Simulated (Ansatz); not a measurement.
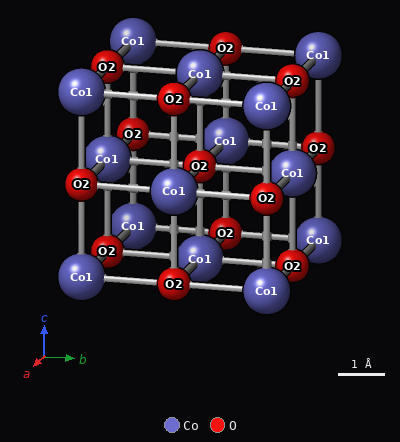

The input geometry of the first run (ball-and-stick view of the cell 4 times as large as that of the calculation, set on its symmetry axes, seen slightly off an axis; atoms are numbered from 1 in the order of the input).

**What a change does: geometry relaxation on CoO**

System: CoO (Fm-3m, 2 atoms in the cell).
Method of the first run: Kohn-Sham DFT of a periodic cell, BLYP, Ansatz PAW, spin-polarised (Ansatz 0.2.0).

The structure derives from an entry of the Crystallography Open Database. Text and figures count atoms from 1; the logs count them from 0 in places.

### Input, the first run
```yaml
crystal:
  lattice:
    - [0.0, 2.1315, 2.1315]
    - [2.1315, 0.0, 2.1315]
    - [2.1315, 2.1315, 0.0]
  atoms:
    - { symbol: Co, position: [0.0, 0.0, 0.0], spin: 2.0 }
    - { symbol: O, position: [0.5, 0.5, 0.5] }
hamiltonian:
  xc: blyp
  pseudopotentials: { kind: paw }
magnetization:
  spin_polarized: true
kpoints:
  mp_grid: { grid: [11, 11, 11] }
scf:
  occupations: { method: fermi_dirac, width: 0.05 }
output:
  forces: true
  stress: true
  eigenvalues: true
relax:
  f_tol: 0.01
  max_steps: 40
  cell: { stress_tol: 0.05 }
```

Command:
```bash
ansatz run input.yaml --threads 2 --pin off --max-ram 5632MiB --backend cpu --events-out ev --progress --plain --runs-dir out
```

Hardware: 2 threads of Intel Xeon (Sapphire Rapids), 64 GiB of memory available, shared host.

### Output, shortened to warnings, some set-up lines, iterations and results (the first run)
```
Basis set: ecut = 420 eV, 339 PW (Γ), exchange–correlation on 48×48×48 points (8 copies of the dense FFT grid, shifted against one another)
Symmetry: 48 space group operations
k-points: 56 of 1331
Initial density: superposition of atomic densities (chi_scale 0.1, normalization cell, long waves kept (reshape's long-wave potential 0.00 eV rms))
[...]
SCF iter   1: F=—  HF=-5701.409814 eV  |F-HF|=—  |Δ(HF+E_count)|=         —  Δρ=1.20e-1 (↑1.20e-1 ↓9.08e-2)  dr2=5.63e0  dr2_m=2.10e-1  M=2.158 μB ∫|m|=2.158 μB  β_m=0.30  …
SCF iter   2: F=—  HF=-5701.913107 eV  |F-HF|=—  |Δ(HF+E_count)|=   5.03e-1  Δρ=5.84e-2 (↑5.84e-2 ↓4.46e-2)  dr2=8.95e-1  dr2_m=2.02e-1  M=2.271 μB ∫|m|=2.272 μB  β_m=0.39  …
SCF iter   3: F=—  HF=-5702.247697 eV  |F-HF|=—  |Δ(HF+E_count)|=   3.35e-1  Δρ=3.11e-2 (↑2.44e-2 ↓3.11e-2)  dr2=1.26e-1  dr2_m=8.04e-2  M=2.327 μB ∫|m|=2.329 μB  β_m=0.60  …
SCF iter   4: F=—  HF=-5702.366134 eV  |F-HF|=—  |Δ(HF+E_count)|=         —  Δρ=4.30e-2 (↑3.33e-2 ↓4.30e-2)  dr2=7.97e-2  dr2_m=2.36e-1  M=2.724 μB ∫|m|=2.731 μB  β_m=0.60  …
SCF iter   5: F=—  HF=-5702.377123 eV  |F-HF|=—  |Δ(HF+E_count)|=   1.10e-2  Δρ=1.43e-2 (↑1.43e-2 ↓8.41e-3)  dr2=4.30e-2  dr2_m=9.08e-3  M=2.627 μB ∫|m|=2.635 μB  β_m=0.61  …
[... 63 lines ...]
SCF iter   6: F=—  HF=-5702.378169 eV  |F-HF|=—  |Δ(HF+E_count)|=  9.44e-10  Δρ=1.21e-6 (↑7.12e-7 ↓1.21e-6)  dr2=4.31e-11  dr2_m=1.59e-10  M=2.893 μB ∫|m|=2.906 μB  β_m=0.81  …
SCF iter   7: F=—  HF=-5702.378169 eV  |F-HF|=—  |Δ(HF+E_count)|=  8.91e-11  Δρ=1.65e-7 (↑7.02e-8 ↓1.65e-7)  dr2=9.50e-12  dr2_m=1.06e-12  M=2.893 μB ∫|m|=2.906 μB  β_m=0.90  …
SCF iter   8: F=-5702.378169 eV  HF=-5702.378169 eV  |F-HF|=2.73e-12  |Δ(HF+E_count)|=  1.00e-11  Δρ=1.05e-7 (↑5.45e-8 ↓1.05e-7)  dr2=1.92e-12  dr2_m=7.90e-13  M=2.893 μB …
SCF 7 converged in 8 iterations: F = -5702.378169 eV  dr2 = 1.92e-12
relax step   7: F+E_penalty+E_count = -5702.37816893 eV  Δ(F+E_penalty+E_count) = -2.439e-4 eV  max|allowed force component| = 3.484e-30 eV/Å  Δτ_max = 0.0000 Å  P = +0.020 …
basis re-selected at this cell: Δ(F+E_penalty+E_count) = -2.439e-4 eV, ΔP = +0.004 GPa vs the last step (what re-selecting the basis moved, of the pressure what is left beyond the Pulay correction that the steps carried, after the strain that the cell walked since its last selection, with what the …
SCF converged after 8 iterations
Magnetization: 2.8934 μB (12.9467 up, 10.0533 down)
Absolute magnetization: 2.9059 μB (∫|ρ↑−ρ↓|, with the PAW one-centre terms)
Spin contamination: 0.0083 ħ² per cell (⟨S²⟩ above its minimum at these occupations)
Per-site moments (μB) at R_I (Å): [(2.464969951304566, 0.888147982456624), (0.3186760424142567, 0.888147982456624)]
Free energy (F): -5702.378169 eV
Harris-Foulkes:  -5702.378169 eV  (|F-HF|=2.73e-12)
Internal energy: -5702.341210 eV  (E = F + TS)
E sigma→0 (E₀):  -5702.359689 eV
Entropy (-TS):   -0.036959 eV (-18.479 meV/atom)
Fermi energy:    13.520117 eV
--- Per-component energies (eV) ---
  E_band       = -308.757516
  E_kinetic    = 617.358939
  E_local      = -3486.297483  (includes V_loc(G=0)·N_el)
  E_nonlocal   = 513.438519
  E_hartree    = 1432.776440
  E_xc         = -226.472337
  E_vxc        = -290.026564  (∫ρ·V_xc dr)
  E_paw        = -1690.087253  (= ΣΔE_a)
  E_vpaw       = -528.786202  (= ΣTr[D̂ρ^β])
  E_aug_tail   = 0.002447  (compensation charges beyond the density's cutoff)
  E_ewald      = -2863.070326
  E_core_change = 0.009845  (= ΣΔE_core)
  E_smearing   = -0.036959  (= −TS)
  E_closure    = -0.000000  (closes the sum)
  Σ components = -5702.378169   (vs F -5702.378169, Δ=0.00e0)
--- Forces (eV/Å), atoms counted from 1 ---
  atom   1  Co    -0.00000000     0.00000000    -0.00000000
  atom   2  O      0.00000000    -0.00000000    -0.00000000
  max |Σ_I F_I| component: 5.65e-30 eV/Å
--- Stress (GPa, compression-positive) ---
        0.020462      -0.000000      -0.000000
        0.000000       0.020462       0.000000
       -0.000000      -0.000000       0.020462
  P = ⅓ Tr σ = 0.0205 GPa (0.205 kbar)
--- Relaxed structure (5 steps of the walk, 5 accepted, 2 SCFs on fresh bases) ---
  F+E_penalty+E_count = -5702.37816893 eV   max|allowed force component| = 3.484e-30 eV/Å   (the final SCF, on the basis selected at the relaxed cell)
  cell:  # Å, volume = 19.9625 Å³
    - [3.0412898155736167e-34, 2.1530860180766638, 2.1530860180766638]
[...]
```

For the second run the input was changed thus:
```diff
-  xc: blyp
+  xc: pbe
+  dispersion: d3bj
+  write_density: true
+  write_potential: true
+  elf: true
+  volumetric_format: npy
```

Predict how the results change.

The total energies belong to different models, so their difference says nothing on which is more stable or more accurate. The volume per atom goes from 9.98 to 9.63 Å³. The functional changes from BLYP to PBE. The SCF takes 70 iterations over all geometry steps against 59. On the same kind of shared host the second run took about 1.4 times as long.

### Output, shortened to warnings, some set-up lines, iterations and results (the second run)
```
WARN: dispersion: an atom stands within reach of a switch of its C6 between two reference coordination numbers of its element: through that C6 alone, e_disp changes by 0.025 eV or more while the distances to its neighbours run over a stretch of 0.05 Å that contains this geometry (sites counted from 0 in the run's list of atoms or, in a supercell that it derives, in that cell's: here a list of 2) …
WARN: dispersion: an atom stands within reach of a switch of its C6 between two reference coordination numbers of its element: through that C6 alone, e_disp changes by 0.025 eV or more while the distances to its neighbours run over a stretch of 0.05 Å that contains this geometry (sites counted from 0 in the run's list of atoms or, in a supercell that it derives, in that cell's: here a list of 2) …
WARN: dispersion: an atom stands within reach of a switch of its C6 between two reference coordination numbers of its element: through that C6 alone, e_disp changes by 0.025 eV or more while the distances to its neighbours run over a stretch of 0.05 Å that contains this geometry (sites counted from 0 in the run's list of atoms or, in a supercell that it derives, in that cell's: here a list of 2) …
WARN: dispersion: an atom stands within reach of a switch of its C6 between two reference coordination numbers of its element: through that C6 alone, e_disp changes by 0.025 eV or more while the distances to its neighbours run over a stretch of 0.05 Å that contains this geometry (sites counted from 0 in the run's list of atoms or, in a supercell that it derives, in that cell's: here a list of 2) …
WARN: dispersion: an atom stands within reach of a switch of its C6 between two reference coordination numbers of its element: through that C6 alone, e_disp changes by 0.025 eV or more while the distances to its neighbours run over a stretch of 0.05 Å that contains this geometry (sites counted from 0 in the run's list of atoms or, in a supercell that it derives, in that cell's: here a list of 2) …
Basis set: ecut = 420 eV, 339 PW (Γ), exchange–correlation on 48×48×48 points (8 copies of the dense FFT grid, shifted against one another)
Symmetry: 48 space group operations
k-points: 56 of 1331
Initial density: superposition of atomic densities (chi_scale 0.1, normalization cell, long waves kept (reshape's long-wave potential 0.00 eV rms))
[...]
SCF iter   1: F=—  HF=-5691.713691 eV  |F-HF|=—  |Δ(HF+E_count)|=         —  Δρ=1.19e-1 (↑1.19e-1 ↓9.62e-2)  dr2=6.08e0  dr2_m=1.87e-1  M=2.147 μB ∫|m|=2.147 μB  β_m=0.30  …
SCF iter   2: F=—  HF=-5692.164640 eV  |F-HF|=—  |Δ(HF+E_count)|=   4.51e-1  Δρ=5.65e-2 (↑5.65e-2 ↓4.53e-2)  dr2=8.38e-1  dr2_m=2.08e-1  M=2.284 μB ∫|m|=2.285 μB  β_m=0.38  …
SCF iter   3: F=—  HF=-5692.478900 eV  |F-HF|=—  |Δ(HF+E_count)|=   3.14e-1  Δρ=3.46e-2 (↑2.76e-2 ↓3.46e-2)  dr2=9.26e-2  dr2_m=1.21e-1  M=2.382 μB ∫|m|=2.384 μB  β_m=0.68  …
SCF iter   4: F=—  HF=-5692.637365 eV  |F-HF|=—  |Δ(HF+E_count)|=         —  Δρ=5.04e-2 (↑3.57e-2 ↓5.04e-2)  dr2=9.74e-2  dr2_m=3.06e-1  M=2.882 μB ∫|m|=2.890 μB  β_m=0.68  …
SCF iter   5: F=—  HF=-5692.656743 eV  |F-HF|=—  |Δ(HF+E_count)|=   1.94e-2  Δρ=2.20e-2 (↑2.20e-2 ↓1.32e-2)  dr2=1.18e-1  dr2_m=1.35e-2  M=2.816 μB ∫|m|=2.826 μB  β_m=0.68  …
[... 80 lines ...]
SCF iter   4: F=—  HF=-5692.634106 eV  |F-HF|=—  |Δ(HF+E_count)|=  1.00e-10  Δρ=3.35e-7 (↑2.59e-7 ↓3.35e-7)  dr2=3.17e-11  dr2_m=3.81e-12  M=2.916 μB ∫|m|=2.932 μB  β_m=0.73  …
SCF iter   5: F=—  HF=-5692.634106 eV  |F-HF|=—  |Δ(HF+E_count)|=  1.82e-11  Δρ=8.41e-8 (↑8.41e-8 ↓4.37e-8)  dr2=9.67e-13  dr2_m=3.41e-13  M=2.916 μB ∫|m|=2.932 μB  β_m=0.86  …
SCF iter   6: F=-5692.634106 eV  HF=-5692.634106 eV  |F-HF|=0.00e0  |Δ(HF+E_count)|=  2.73e-12  Δρ=6.04e-8 (↑2.20e-8 ↓6.04e-8)  dr2=6.54e-13  dr2_m=1.94e-13  M=2.916 μB …
SCF 10 converged in 6 iterations: F = -5692.634106 eV  dr2 = 6.54e-13
relax step  10: F+E_penalty+E_count = -5692.63410641 eV  Δ(F+E_penalty+E_count) = -1.560e-9 eV  max|allowed force component| = 3.655e-29 eV/Å  Δτ_max = 0.0000 Å  P = -0.001 …
basis re-selected at this cell: Δ(F+E_penalty+E_count) = -1.560e-9 eV, ΔP = -0.000 GPa vs the last step (what re-selecting the basis moved, of the pressure what is left beyond the Pulay correction that the steps carried, after the strain that the cell walked since its last selection, with what the …
SCF converged after 6 iterations
Magnetization: 2.9165 μB (12.9582 up, 10.0418 down)
Absolute magnetization: 2.9315 μB (∫|ρ↑−ρ↓|, with the PAW one-centre terms)
Spin contamination: 0.0081 ħ² per cell (⟨S²⟩ above its minimum at these occupations)
Per-site moments (μB) at R_I (Å): [(2.483245330408752, 0.8775217163402116), (0.31616680324682006, 0.8775217163402116)]
Free energy (F): -5692.634106 eV
Harris-Foulkes:  -5692.634106 eV  (|F-HF|=0.00e0)
Internal energy: -5692.600323 eV  (E = F + TS)
E sigma→0 (E₀):  -5692.617215 eV
Entropy (-TS):   -0.033783 eV (-16.892 meV/atom)
Fermi energy:    13.965846 eV
--- Per-component energies (eV) ---
  E_band       = -303.807103
  E_kinetic    = 617.599787
  E_local      = -3428.277162  (includes V_loc(G=0)·N_el)
  E_nonlocal   = 514.250111
  E_hartree    = 1407.699387
  E_xc         = -228.652733
  E_vxc        = -293.854083  (∫ρ·V_xc dr)
  E_paw        = -1676.964361  (= ΣΔE_a)
  E_vpaw       = -528.927088  (= ΣTr[D̂ρ^β])
  E_aug_tail   = 0.002517  (compensation charges beyond the density's cutoff)
  E_ewald      = -2897.740405
  E_disp       = -0.517463  (pairwise vdW)
  E_smearing   = -0.033783  (= −TS)
  E_closure    = -0.000000  (closes the sum)
  Σ components = -5692.634106   (vs F -5692.634106, Δ=0.00e0)
--- Forces (eV/Å), atoms counted from 1 ---
  atom   1  Co     0.00000000    -0.00000000    -0.00000000
  atom   2  O     -0.00000000     0.00000000    -0.00000000
  max |Σ_I F_I| component: 6.15e-29 eV/Å
--- Stress (GPa, compression-positive) ---
       -0.001091      -0.000000      -0.000000
       -0.000000      -0.001091      -0.000000
       -0.000000      -0.000000      -0.001091
  P = ⅓ Tr σ = -0.0011 GPa (-0.011 kbar)
--- Relaxed structure (8 steps of the walk, 6 accepted, 2 SCFs on fresh bases) ---
  F+E_penalty+E_count = -5692.63410641 eV   max|allowed force component| = 3.655e-29 eV/Å   (the final SCF, on the basis selected at the relaxed cell)
  cell:  # Å, volume = 19.2545 Å³
    - [-4.017829934910401e-34, 2.127325372945968, 2.127325372945968]
[...]
```

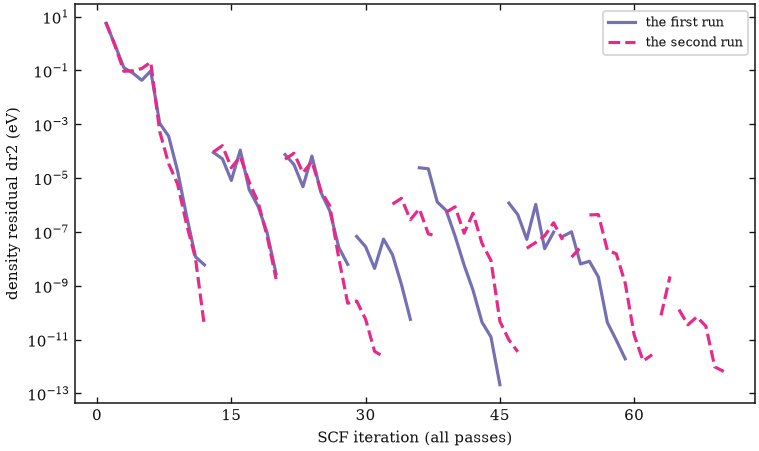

Convergence of the two runs: density residual dr2 against the SCF iteration. A break in a curve parts two SCF passes. The first run takes 59 iterations in all, and the second run takes 70.

### The two runs side by side

| quantity | the first run | the second run |
| --- | --- | --- |
| outcome | converged | converged |
| free energy per atom (eV) | −2851.1891 | −2846.3171 |
| energy per atom, smearing taken to zero (eV) | −2851.1798 | −2846.3086 |
| gap on the mesh (eV) | 0.00 | 0.00 |
| net moment of the cell (μB) | 2.89 | 2.92 |
| absolute moment of the cell (μB) | 2.91 | 2.93 |
| pressure (GPa) | 0.02 | 0.00 |
| volume per atom (Å³) | 9.98 | 9.63 |
| largest force (eV/Å) | 0.000 | 0.000 |
| SCF iterations | 59 | 70 |
| irreducible k-points | 56 | 56 |
| wall time (shared host) | 9.1 s | 13 s |

For the first run: Points of doubt noted for this run: forces on files of another functional.
